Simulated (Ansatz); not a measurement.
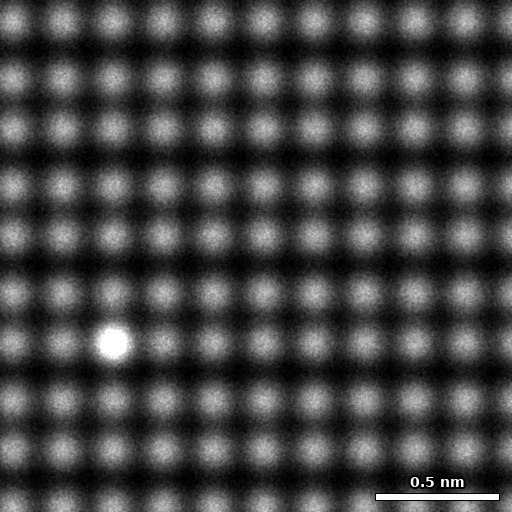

Dark-field STEM-like image of Co (Fmmm, No. 69) along [100]. Simulation: incoherent imaging, intensity Z^1.6 per atom, probe width 1.28 Å, thin sample. Shot noise was added.

The sample is 1 repeat (2.6 Å) thick. One point defect was put into the perfect crystal, without relaxing the atoms around it. Brightness is counted from the darkest point of the image. Host structure: the geometry relaxed with DFT PBE, scalar-relativistic, plane waves, PAW (Ansatz); the starting structure was generated, so it need not be a known form of this composition.

### Where is the defect (in Å from the left and the top edge), and what does its contrast suggest?

At about 5 Å from the left and 14 Å from the top. The column is brighter, which points to a heavier atom. The column holds 1 atom (Co) through the sample, and one Co atom is replaced by Rh, so its peak rises to about 235 % of that of its equals.
